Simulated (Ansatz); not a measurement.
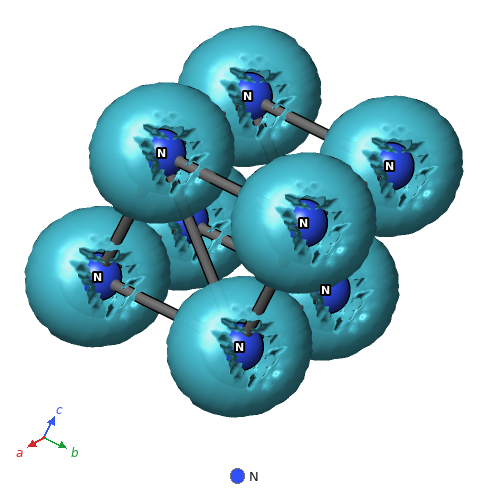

N. Isosurface of the ELF at 0.75 (cyan), seen at an oblique angle. Only the valence region is drawn (cores and ρ < 0.01 e/Å³ removed). Sticks mark near contacts.

Space group P-1; a structure from a database of computed crystals, not necessarily the ambient phase; computed pressure about −2 GPa in this cell; computed without spin polarisation.

Theory: DFT LDA, scalar-relativistic, plane waves, PAW (Ansatz).

In a PAW calculation such maps are meaningful between the atoms, not at the nuclei.

**Describe the localisation domains.**

The ELF exceeds this value in one region wrapped around N (its valence shell), counted in one cell of 1 atoms. Regions shared between cells count once. Profiles from the grid: N–N (1.95 Å): the ELF peaks at about 0.80 in the valence shell of N, 0.6 Å from its nucleus, and drops to about 0.40 between the two atoms. N–N (2.05 Å): the ELF peaks at about 0.80 in the valence shell of N, 0.6 Å from its nucleus, and drops to about 0.25 between the two atoms.

**Metal or insulator at this level of theory?**

It is gapless in this calculation (a metal or semimetal).
